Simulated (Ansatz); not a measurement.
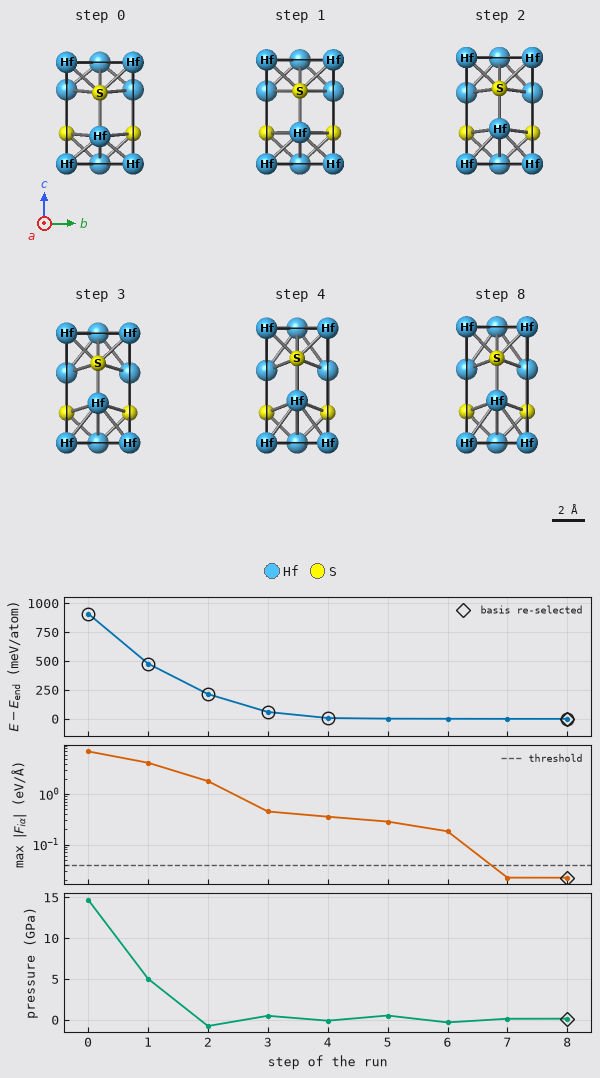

Frames of a relaxation of solid Hf2S (built on the Cu2Sb type) (coarse preliminary run), marked on the history of the run. Style: ball-and-stick. Shown: the cell of the calculation, along the a axis.

Case: Cu2Sb type (P4/nmm, No. 129).

The calculation used Ansatz, DFT r2SCAN, scalar-relativistic, plane waves, PAW.

Input file:
```yaml
crystal:
  lattice:
    - [4.1775117107, 0.0, 0.0]
    - [0.0, 4.1775117107, 0.0]
    - [0.0, 0.0, 6.3740540656]
  atoms:
    - { symbol: Hf, position: [0.0, 0.0, 0.0] }
    - { symbol: Hf, position: [0.5, 0.5, 0.0] }
    - { symbol: Hf, position: [0.0, 0.5, 0.27] }
    - { symbol: Hf, position: [0.5, 0.0, 0.73] }
    - { symbol: S, position: [0.0, 0.5, 0.7] }
    - { symbol: S, position: [0.5, 0.0, 0.3] }
basis:
  ecutwfc: 500
kpoints:
  mp_grid: { grid: [4, 4, 4] }
hamiltonian:
  xc: r2scan
scf:
  occupations: { method: gaussian, width: 0.1 }
  lower_state_search: "off"
output:
  forces: true
  stress: true
  eigenvalues: true
relax:
  adjacent_minimum: "off"
  f_tol: 0.04
  max_steps: 70
  cell: { stress_tol: 0.4 }
```

Command:
```bash
ansatz run input.yaml --threads 1 --pin off --max-ram 3072MiB --backend cpu --events-out ev --progress --plain --runs-dir out
```

Question: What happens along the run?

Answer: The largest moves relative to the cell, 0.69 Å, are those of Hf3 and Hf4. Hf3 goes along +c. Largest moves by element: Hf 0.69 Å, S 0.22 Å. Cell: a = b 4.178 → 3.807 Å (−8.9 %), c 6.374 → 7.282 Å (+14.2 %). Volume −5.1 %. Among the contacts that change: Hf3–Hf4 4.162 → 3.331 Å, Hf1–Hf3 2.706 → 3.271 Å, Hf1–Hf2 2.954 → 2.692 Å, Hf3–S6 2.960 → 2.781 Å. The space group stays P4/nmm (No. 129). The energy falls by 911 meV per atom in 7 accepted moves (8 points after the start). Largest force component: 7 eV/Å at the start, 0.022 eV/Å at the end. The pressure goes from 14.73 to 0.15 GPa. The SCF was repeated once at an unchanged geometry on a basis and grid sized afresh for the cell, which shifted the energy by 0.1 meV per atom at most. From step 0 to 1: Hf atoms move most (0.20 Å), volume +3.4 %, energy −433 meV per atom. From step 1 to 2: Hf atoms move most (0.20 Å), volume −0.8 %, energy −264 meV per atom. From step 2 to 3: Hf atoms move most (0.21 Å), volume −5.4 %, energy −155 meV per atom. From step 3 to 4: S atoms move most (0.07 Å), volume −1.6 %, energy −52.3 meV per atom. From step 4 to 8: S atoms move most (0.04 Å), volume −0.6 %, energy −7.3 meV per atom.

Limits of the set-up: the k-point mesh is coarse for a cell with partly filled bands.
